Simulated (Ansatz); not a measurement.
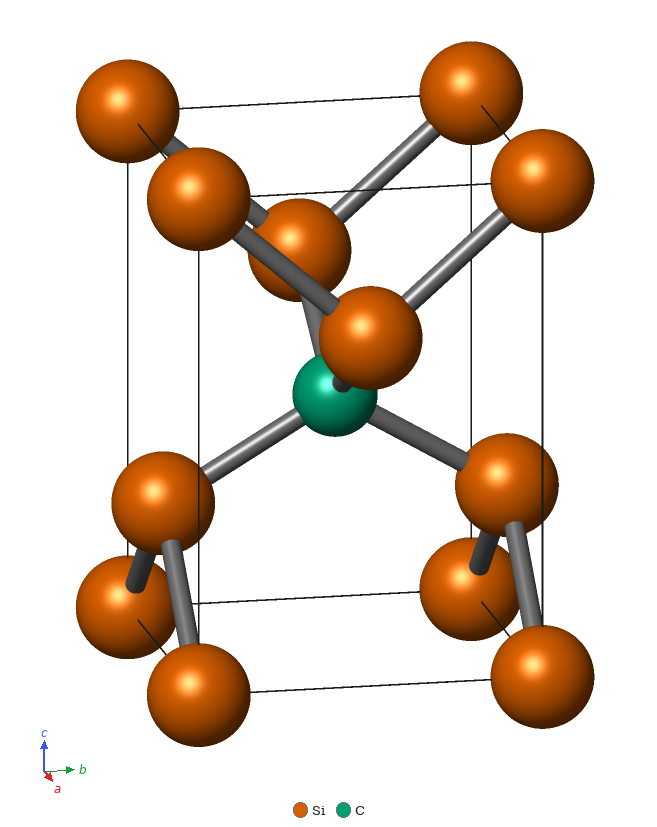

Crystal structure, ball-and-stick style, seen slightly off an axis. The conventional unit cell is outlined; an atom on or near a face, edge or corner is repeated at each equivalent position. Cell: a = 3.44 Å, b = 3.44 Å, c = 5.03 Å, α = 90.00°, β = 90.00°, γ = 90.00°.

Its origin is a structure type filled with these elements by a generator (whether the compound takes this form wasn't checked). Earlier steps of the study may have refined or changed the cell and positions. A calculation with Ansatz used it as input.

### Explain the picture.

The structure is one of Si3C. Space group P-4m2 (No. 115), lattice primitive tetragonal. It has 4 atoms to the cell (3 Si, 1 C). The coordination shell of C holds four Si in a distorted tetrahedral arrangement at about 2.0 Å. Si takes two kinds of site: 2g with two Si and two C in a distorted tetrahedral arrangement (about 2.3 Å to Si, 2.0 Å to C); 1a with four Si in a distorted tetrahedral arrangement at about 2.3 Å. The bonds build a three-dimensional framework.

Results below were computed with DFT PBE, scalar-relativistic, plane waves, PAW (Ansatz); the settings were wavefunction cutoff 420 eV, 14×14×10 k-points, Gaussian smearing of 0.1 eV, no spin polarisation.

### What is the electronic character?

A metal: bands cross the Fermi level.

### What net charge does each kind of atom have (Bader)?

Si -0.01 to +1.21 e; C -2.42 e.

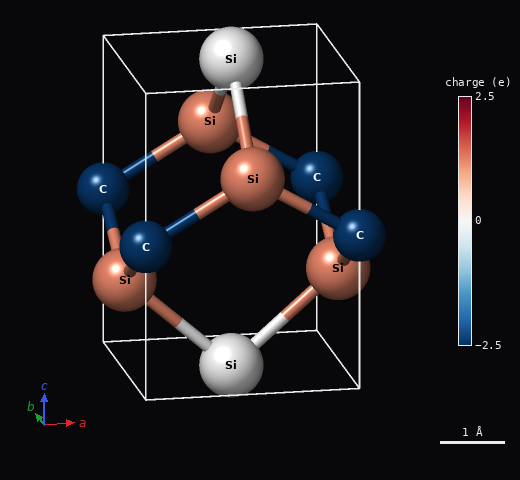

The atoms coloured by those charges. The run's cell of 4 atoms is drawn, so axes and origin can differ from the first picture.

### Does the calculation find this structure at rest?

Yes. All forces vanish to within 0.01 eV/Å. The pressure is 0.0 GPa, close to zero.
